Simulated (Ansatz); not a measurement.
# (ZnSe)2(MgS)2 [0001] superlattice, started as wurtzite: phonons and vibrational spectra, part 2 of 2

The cell of (ZnSe)2(MgS)2 [0001] superlattice, started as wurtzite is at rest. What are its phonons?

Ansatz 0.2.0; DFT PBEsol, scalar-relativistic, plane waves, PAW.

So far: Set-up; Linear response at the zone centre.

The structure was built from a prototype and need not be the compound's stable phase.

**2. Linear response at the zone centre (continued)**

Transverse modes. Lines of the infrared spectrum (strongest = 100):

```tsv
position (cm⁻¹)	label	relative intensity
44	E	0.0
49	E	0.0
65	E	0.1
123	A1	1.3
142	A1	0.4
208	E	43
213	A1	31
223	A1	2.7
232	E	66
247	A1	16
299	E	53
336	E	100
359	A1	95
368	A1	15
```

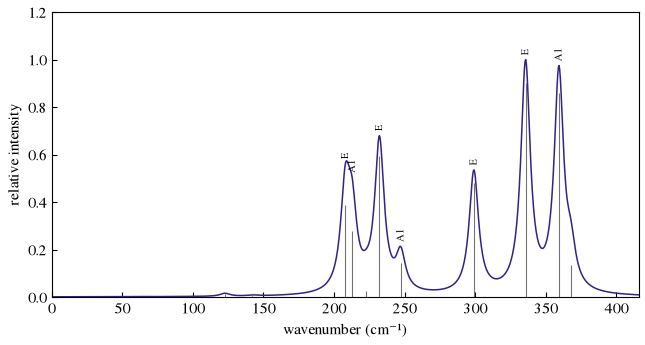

The infrared spectrum, broadened with Lorentzians of width 8 cm⁻¹; bars mark the lines.

Activity x (w_L - w)^4 (n + 1)/w, 532 nm, 300 K; the tensors are static ones, while 532 nm light lies above the computed direct gap, where resonance would change the heights; modes without the macroscopic field alone. Lines of the Raman spectrum (strongest = 100):

```tsv
position (cm⁻¹)	label	relative intensity
44	E	18
49	E	30
65	E	4.3
123	A1	75
142	A1	63
208	E	1.1
213	A1	15
223	A1	75
232	E	17
247	A1	6.4
299	E	16
336	E	12
359	A1	14
368	A1	100
```

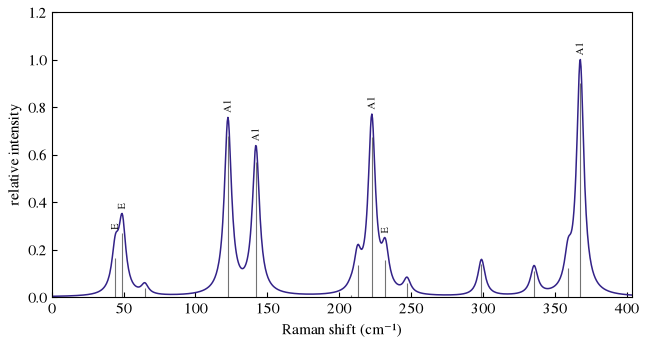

The Raman spectrum, broadened with Lorentzians of width 6 cm⁻¹; bars mark the lines.

Static second-order susceptibility (pm/V), twice the coefficient d of second-harmonic generation. Second order susceptibility, by row:

```tsv
field along	xx	yy	zz	yz	xz	xy
x	0	0	0	0	-8.19	3.73
y	3.73	-3.73	0	-8.19	0	0
z	-8.19	-8.19	8.99	0	0	0
```

Before it was imposed, the acoustic sum rule was missed by 7.4e-5 eV/Å² and the charge sum rule by 0.025 e. Small misses are needed for a sound result but don't prove that mesh and cutoff are converged. The lowest optical mode is real, 44.3 cm⁻¹.

The log warns of the k mesh: “the force constants stand on the 9×9×2 k-mesh, whose period is 10.63 times the interband length at k = (0.0000, 0.0000, 0.0000), direct gap 1.662 eV, under 14: take them and everything formed from them as unconverged”.

**3. Another isotope, element Mg, natural mass 24.305 amu**

An isotope changes the mass and not the force constants, so no new electronic calculation is needed; the shifts show which modes move this element.

The same force constants with the mass of Mg changed from 24.305 to 25.983 u (phonopy, no LO-TO term). Both lists are sorted by frequency; levels can cross, so a row need not hold one and the same mode. Modes under 3 cm⁻¹ are left out. Isotope shifts, by row:

```tsv
q	rank	natural mass (cm⁻¹)	changed mass (cm⁻¹)
0 0 0	4	44.29	44.05
0 0 0	5	44.29	44.05
0 0 0	6	49.08	48.91
0 0 0	7	49.08	48.91
0 0 0	8	64.79	64.17
0 0 0	9	64.79	64.17
0 0 0	10	122.6	122.3
0 0 0	11	142.1	140.8
0 0 0	12	208	208
0 0 0	13	208	208
0 0 0	14	212.8	212.2
0 0 0	15	222.7	222.3
0 0 0	16	232.1	232.1
0 0 0	17	232.1	232.1
0 0 0	18	247.2	245.5
0 0 0	19	299	291.5
0 0 0	20	299	291.5
0 0 0	21	335.6	329.4
0 0 0	22	335.6	329.4
0 0 0	23	359.2	352.4
0 0 0	24	367.7	360.1
```

A mode of this element alone would shift by -3.28 %. The highest zone-centre frequency without the field goes from 367.7 to 360.1 cm⁻¹ (-2.1 %). The product of the frequency ratios over all optical modes at Γ is 0.829; the product rule, (m/m′)^(3k/2) (M′/M)^(3/2) with k = 2 such atoms and M the mass of the cell, gives 0.829.

**4. Another isotope, element S, natural mass 32.06 amu**

The same for S, from 32.06 to 33.97 u.

The same force constants with the mass of S changed from 32.060 to 33.968 u (phonopy, no LO-TO term). Both lists are sorted by frequency; levels can cross, so a row need not hold one and the same mode. Modes under 3 cm⁻¹ are left out. Isotope shifts, by row:

```tsv
q	rank	natural mass (cm⁻¹)	changed mass (cm⁻¹)
0 0 0	4	44.29	44.23
0 0 0	5	44.29	44.23
0 0 0	6	49.08	48.76
0 0 0	7	49.08	48.76
0 0 0	8	64.79	64.01
0 0 0	9	64.79	64.01
0 0 0	10	122.6	122.3
0 0 0	11	142.1	140.5
0 0 0	12	208	208
0 0 0	13	208	208
0 0 0	14	212.8	212.3
0 0 0	15	222.7	222.4
0 0 0	16	232.1	227.4
0 0 0	17	232.1	227.4
0 0 0	18	247.2	243.4
0 0 0	19	299	299
0 0 0	20	299	299
0 0 0	21	335.6	331.5
0 0 0	22	335.6	331.5
0 0 0	23	359.2	355.2
0 0 0	24	367.7	364.4
```

A mode of this element alone would shift by -2.85 %. The highest zone-centre frequency without the field goes from 367.7 to 364.4 cm⁻¹ (-0.9 %). The product of the frequency ratios over all optical modes at Γ is 0.853; the product rule, (m/m′)^(3k/2) (M′/M)^(3/2) with k = 2 such atoms and M the mass of the cell, gives 0.853.

**5. Isotope substitution, element Se, natural mass 78.971 amu**

The same for Se, from 78.97 to 81.92 u.

A mode of this element alone would shift by -1.81 %. The highest zone-centre frequency without the field goes from 367.7 to 367.6 cm⁻¹ (-0.0 %). The product of the frequency ratios over all optical modes at Γ is 0.916; the product rule, (m/m′)^(3k/2) (M′/M)^(3/2) with k = 2 such atoms and M the mass of the cell, gives 0.916.

**6. Another isotope, element Zn, natural mass 65.38 amu**

The same for Zn, from 65.38 to 67.92 u.

A mode of this element alone would shift by -1.89 %. The highest zone-centre frequency without the field goes from 367.7 to 367.7 cm⁻¹ (-0.0 %). The product of the frequency ratios over all optical modes at Γ is 0.909; the product rule, (m/m′)^(3k/2) (M′/M)^(3/2) with k = 2 such atoms and M the mass of the cell, gives 0.909.

**7. Outcome**

```json
{"space group (within 0.01 Å)": "P3m1", "volume per atom": "22.5 Å³", "gap on the k-mesh": "1.66 eV", "highest optical mode at the zone centre (no LO-TO term)": "368 cm⁻¹", "top of the zone-centre spectrum with the field": "407 cm⁻¹", "lowest optical zone-centre mode": "44.3 cm⁻¹", "mean high-frequency dielectric constant": "5.53", "mean static dielectric constant": "8.44", "largest Born charge (third of the trace)": "-2.10 e", "imaginary modes at Γ (the only wavevector solved)": "none"}
```

The structure is stable against zone-centre distortions, since no mode there is imaginary; runs at other wavevectors are not part of this account. Without the field, the optical modes at Γ span 44 to 368 cm⁻¹. The dispersion is not part of this account. With the macroscopic field of the longitudinal modes the top of the zone-centre spectrum lies at 407 cm⁻¹, against 368 cm⁻¹ without it. Lattice motion raises the mean dielectric constant from 5.531 to 8.442. The strongest infrared line is at 336 cm⁻¹. Averaged over orientations, the strongest Raman line at 532 nm and 300 K is at 368 cm⁻¹, among the modes without the field; their longitudinal partners can be Raman active too. The tensors are the static, non-resonant ones, while 532 nm light (2.33 eV) lies above the computed gap. With the field response the log warns that the k mesh is coarse for the force constants too, so the frequencies may not be converged. The starting cell was built on a prototype and not taken from a measurement, so the phase need not exist. These are harmonic frequencies at zero temperature: anharmonic shifts, linewidths and thermal expansion are left out.

[Logs are printed without paths, hosts, clocks, repeated set-up lines and the standing remarks that a program may print on its own settings, such as how far it seeks lower states.]

[Hosts, paths, dates, database ids (printed as entryN), source tags and the programs' standing remarks are cut or masked in the printed files.]
